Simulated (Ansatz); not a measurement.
Consider AlRu (interface cell).

Input file:

```
crystal:
  lattice:
    - [4.2484173601, 0.0, 0.0]
    - [0.0, 5.2032273734, 0.0]
    - [0.0, 0.0, 14.7169494391]
  atoms:
    - { symbol: Al, position: [0.0, 0.0, 0.0] }
    - { symbol: Al, position: [0.5, 0.6666666667, 0.0833333333] }
    - { symbol: Al, position: [1.0, 0.3333333333, 0.1666666667] }
    - { symbol: Al, position: [0.5, 0.0, 0.25] }
    - { symbol: Al, position: [1.0, 0.6666666667, 0.3333333333] }
    - { symbol: Al, position: [0.5, 0.3333333333, 0.4166666667] }
    - { symbol: Al, position: [0.0, 0.5, 0.5] }
    - { symbol: Ru, position: [0.5, 0.1666666667, 0.0833333333] }
    - { symbol: Ru, position: [0.0, 0.8333333333, 0.1666666667] }
    - { symbol: Ru, position: [0.5, 0.5, 0.25] }
    - { symbol: Ru, position: [0.0, 0.1666666667, 0.3333333333] }
    - { symbol: Ru, position: [0.5, 0.8333333333, 0.4166666667] }
    - { symbol: Ru, position: [1.0, 1.0, 0.5] }
    - { symbol: Ru, position: [0.5, 0.6666666667, 0.5833333333] }
    - { symbol: Ru, position: [1.0, 0.3333333333, 0.6666666667] }
    - { symbol: Ru, position: [0.5, 0.0, 0.75] }
    - { symbol: Ru, position: [1.0, 0.6666666667, 0.8333333333] }
    - { symbol: Ru, position: [0.5, 0.3333333333, 0.9166666667] }
    - { symbol: Ru, position: [1.0, 0.5, 0.0] }
    - { symbol: Al, position: [0.5, 0.1666666667, 0.5833333333] }
    - { symbol: Al, position: [0.0, 0.8333333333, 0.6666666667] }
    - { symbol: Al, position: [0.5, 0.5, 0.75] }
    - { symbol: Al, position: [0.0, 0.1666666667, 0.8333333333] }
    - { symbol: Al, position: [0.5, 0.8333333333, 0.9166666667] }
basis:
  ecutwfc: 420
kpoints:
  mp_grid: { grid: [8, 8, 3] }
hamiltonian:
  xc: pbe
scf:
  occupations: { method: gaussian, width: 0.1 }
output:
  forces: true
  stress: true
  eigenvalues: true
  populations: true
  write_density: true
  write_potential: true
  elf: true
  volumetric_format: npy
relax:
  adjacent_minimum: "off"
  f_tol: 0.02
  max_steps: 45
  cell: { fix: [a, b, alpha, beta, gamma], stress_tol: 0.1 }
```

Launched as:

```sh
ansatz run input.yaml --threads 4 --pin off --max-ram 11264MiB --backend cpu --events-out ev --progress --plain --runs-dir out
```

The fields are those of the run's last geometry, not of the input's.

Computed pressure about −2 GPa in this cell; computed without spin polarisation.

Method: DFT PBE, scalar-relativistic, plane waves, PAW in Ansatz 0.2.0.

> What will maps of the valence pseudo-density and electron localisation function show?

Al–Ru (2.62 Å): ρ is about 0.35 e/Å³ halfway; the ELF is about 0.40 at the midpoint.
Al–Ru (2.62 Å): ρ is about 0.35 e/Å³ halfway; the ELF is about 0.40 at the midpoint.

> Does the calculation make it a metal, or give it a gap?

It is gapless in this calculation (a metal or semimetal).

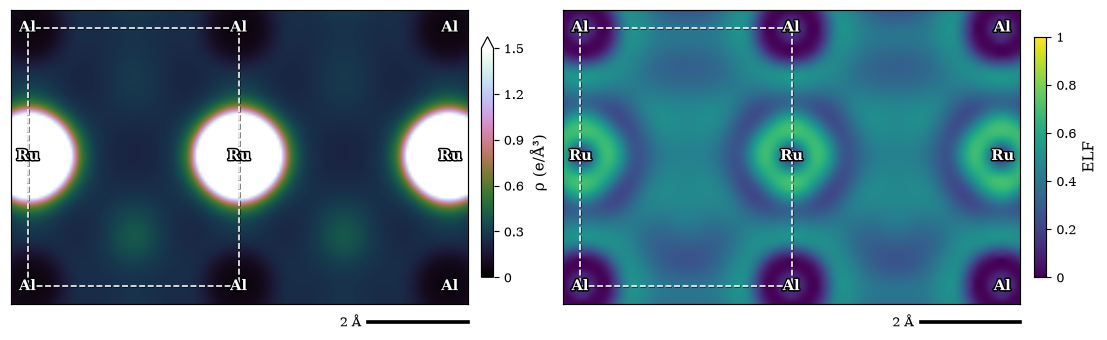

Computed valence pseudo-density and electron localisation function on the (001) plane of the calculation cell, in this order. 

The density is the valence pseudo-density of a PAW calculation; it isn't the true density close to the nuclei.
